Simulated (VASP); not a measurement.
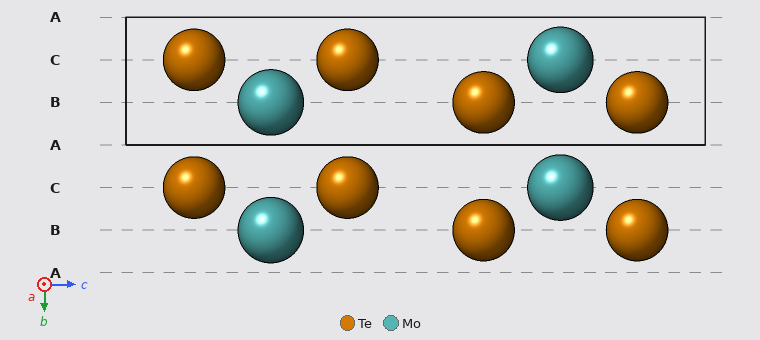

The picture looks along a close-packed row of the hexagonal mesh; c points to the right. The dashed lines mark the three columns A (0, 0), B (1/3, 2/3) and C (2/3, 1/3). The sequence starts with the first layer at or above the cell's origin.

Te₂Mo: the end point of a relaxation with VASP Kohn-Sham DFT of a periodic cell, PBE with D3(BJ), VASP PAW PBE potentials, recommended in VASP 6.6.1.

### Give the sequence of layers in one repeat, with element and column.

Te(C) – Mo(B) – Te(C) – Te(B) – Mo(C) – Te(B) (six layers in 13.72 Å).

### How are the Te layers alone stacked?

Te layers alone: CCBB, a sequence in which some neighbouring layers lie directly above each other.

### Which positions between or in the Te layers do the other atoms fill?

Mo: two trigonal-prismatic sites, counted in one hexagonal cell. Two of the four gaps between Te layers are empty, 3.22 Å wide.

### What short polytype symbol fits?

Polytype symbol 2H, the symbol of a layered MX2 polytype (number of slabs in the repeat and lattice).
